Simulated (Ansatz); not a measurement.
SiO$_{2}$: several calculations on one system

## 1. Relaxation

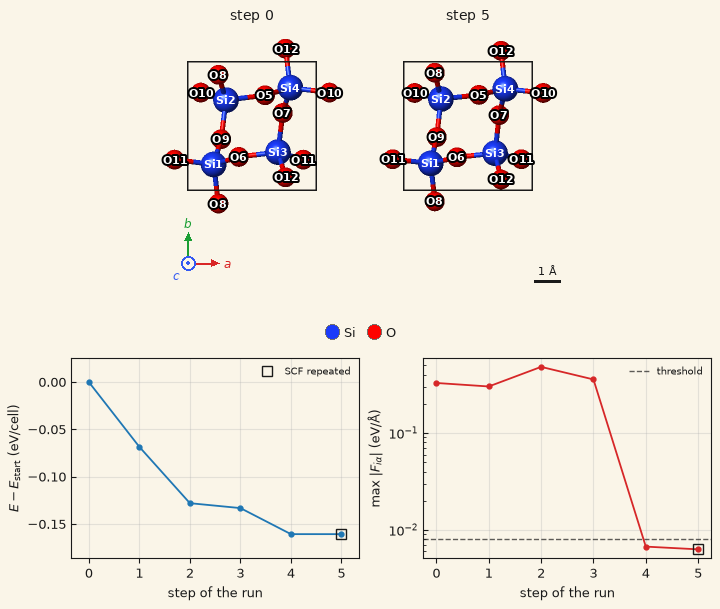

First and last geometry of a relaxation of solid SiO2 (set up in P4_32_12), with the history of the run. A ball-and-stick model of the cell of the calculation, seen along the c axis.

Case: equal strain along all axes, cell held, atoms relaxed: +1.5 %.

Level of theory: Ansatz, DFT PBEsol, scalar-relativistic, plane waves, PAW. Set-up: plane-wave cutoff 420 eV; k-point mesh 6 × 6 × 4; occupations gaussian; smearing width 0.02 eV; no spin polarisation; atoms relaxed in a fixed cell; force threshold 0.008 eV/Å; at most 40 steps.

Did the run converge, and what did it change?

Answer. It converged. The largest moves, 0.10 Å, are those of 8 atoms (O5, O6, O7, O8 and others). O9 goes roughly along [0 2 1]. By element the largest moves are O 0.10 Å, Si 0.06 Å. The lattice vectors keep their values. Near-neighbour distances that change, for instance: Si1–O11 1.643 → 1.618 Å. Bond angles that change, for instance: Si1–O8–Si2 146.7° → 151.5°. The space group stays P4_32_12 (No. 96). Over 4 accepted moves (5 points after the start) the energy falls by 0.161 eV per cell of the calculation. Largest force component: 0.33 eV/Å at the start, 0.0063 eV/Å at the end. 1 step only repeated the SCF at the same geometry. Cost: 77 s on 2 threads of Arm Neoverse V1, on a shared host, peak memory 0.49 GiB.

## 2. Relaxation

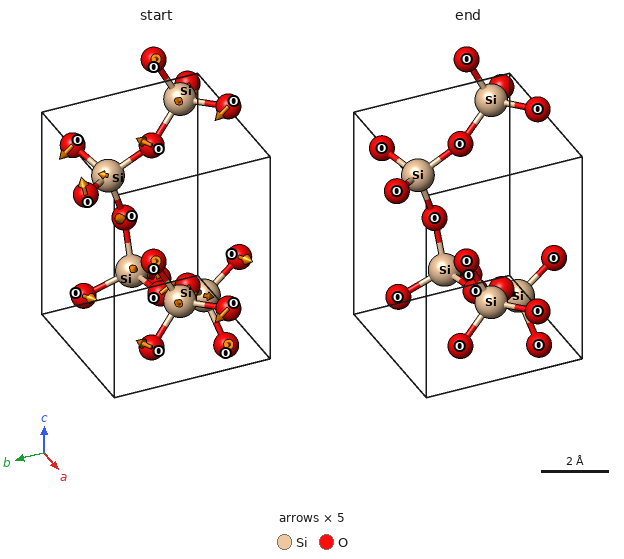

The structure of solid SiO$_{2}$ (set up in P4_32_12) before (left) and after (right) a relaxation, at one scale. The orange arrows give the displacements, magnified 5 times.

Style: ball-and-stick. Shown: the cell of the calculation, from a free direction.

Case: equal strain along all axes, cell held, atoms relaxed: +3.0 %.

These are results of DFT PBEsol, scalar-relativistic, plane waves, PAW (Ansatz), not measurements. Settings: plane-wave cutoff 420 eV; k-point mesh 6 × 6 × 4; occupations gaussian; smearing width 0.02 eV; no spin polarisation; atoms relaxed in a fixed cell; force threshold 0.008 eV/Å; at most 40 steps.

**What changed between the two?**

The largest moves, 0.12 Å, are those of O atoms. Largest moves by element: O 0.12 Å, Si 0.07 Å. The lattice vectors keep their values. Among the contacts that change: O–Si 1.642 → 1.617 Å. Bond angles that change, for instance: Si–O–Si 151.5° → 157.4°. The space group stays P4_32_12 (No. 96). After 4 accepted moves (5 points after the start) the energy has fallen by 12.9 meV per atom. The largest force component goes from 0.28 to 0.0049 eV/Å. 1 step only repeated the SCF at the same geometry. The run took 84 s on 2 threads of Arm Neoverse V1, with other jobs on the host, peak memory 0.5 GiB.

## 3. A change

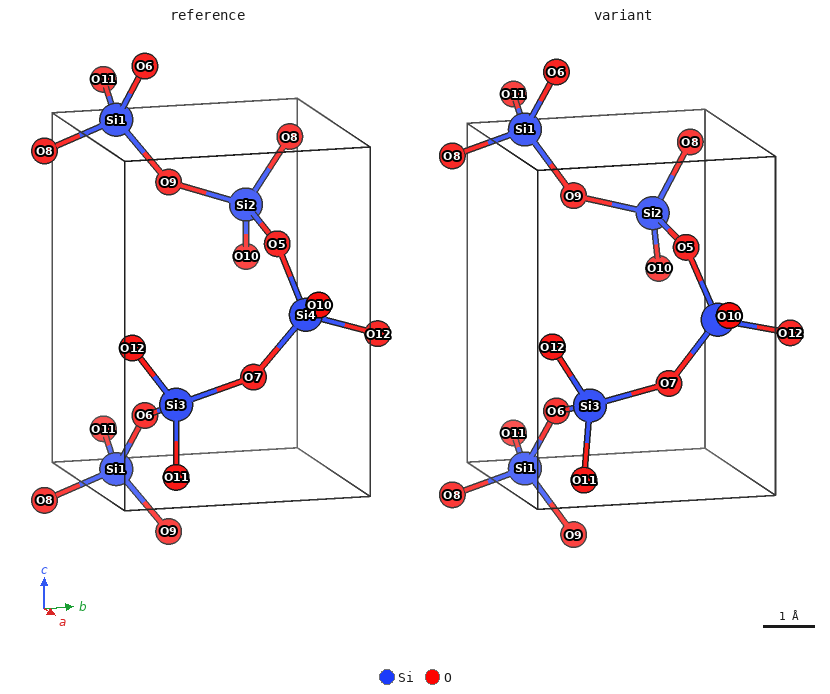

Left: crystalline SiO$_{2}$ (set up in P4_32_12). Right: the same structure after one change, at the same scale. Style: ball-and-stick. Shown: the cell of the calculation, slightly off an axis.

Method: DFT PBEsol, scalar-relativistic, plane waves, PAW in Ansatz 0.2.0. (plane-wave cutoff 420 eV; k-point mesh 6 × 6 × 4; occupations gaussian; smearing width 0.02 eV; no spin polarisation)

Q: What was changed?

A: Equal strain along all axes, −3.0 %, is applied. The cell is then held and the atoms relaxed.

Q: And its effect?

A: The energy rises by 5.7 meV per atom. The pressure goes from 0.0 to 1.5 GPa. The principal stresses (compression positive) are 1.1 GPa along c and 1.7 GPa across it. The volume changes by −8.7 %, with a = b 5.028 → 4.877 Å (−3.0 %), c 7.006 → 6.796 Å (−3.0 %). The largest moves relative to the cell, 0.17 Å, are those of 8 atoms (O5, O6, O7, O8 and others). O9 goes roughly along [0 −2 −1]. By element the largest moves are O 0.17 Å, Si 0.10 Å. The space group stays P4_32_12 (No. 96).

## 4. Series

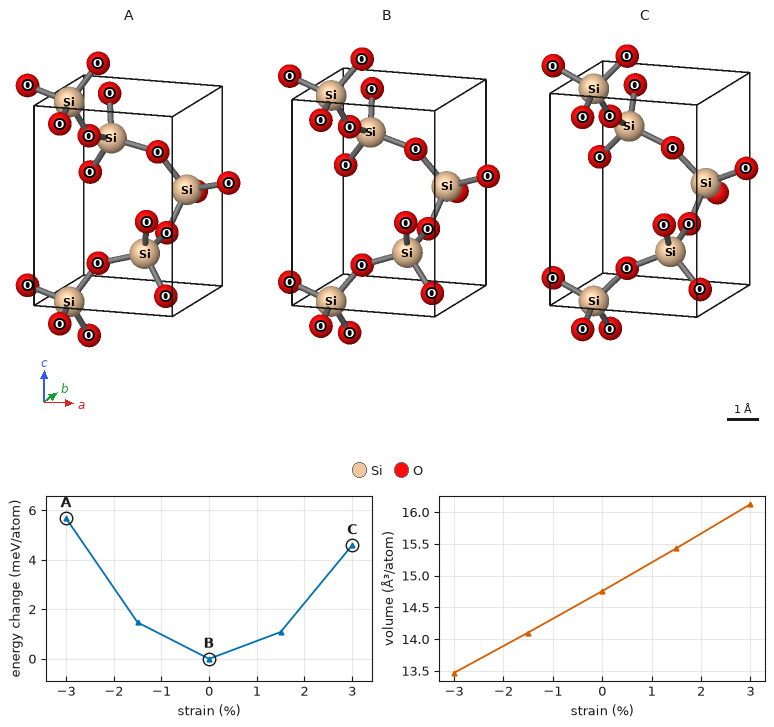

Members of a series of calculations on solid SiO2 (set up in P4_32_12), marked on the first curve. The picture is a ball-and-stick view of the cell of the calculation, seen slightly off an axis.

These are results of DFT PBEsol, scalar-relativistic, plane waves, PAW (Ansatz), not measurements. Settings: plane-wave cutoff 420 eV; k-point mesh 6 × 6 × 4; occupations gaussian; smearing width 0.02 eV; no spin polarisation.

Which kind of strain is it, and how does the structure respond?

Equal strain along all axes, cell held, atoms relaxed. A (strain −3.0 %): energy change 5.7 meV/atom, volume 13.47 Å³ per atom. B (strain 0.0 %): energy change 0.0 meV/atom, volume 14.76 Å³ per atom. C (strain 3.0 %): energy change 4.6 meV/atom, volume 16.13 Å³ per atom. The rest compares A with C. The volume changes by +19.7 %, with a = b 4.877 → 5.179 Å (+6.2 %), c 6.796 → 7.216 Å (+6.2 %). 
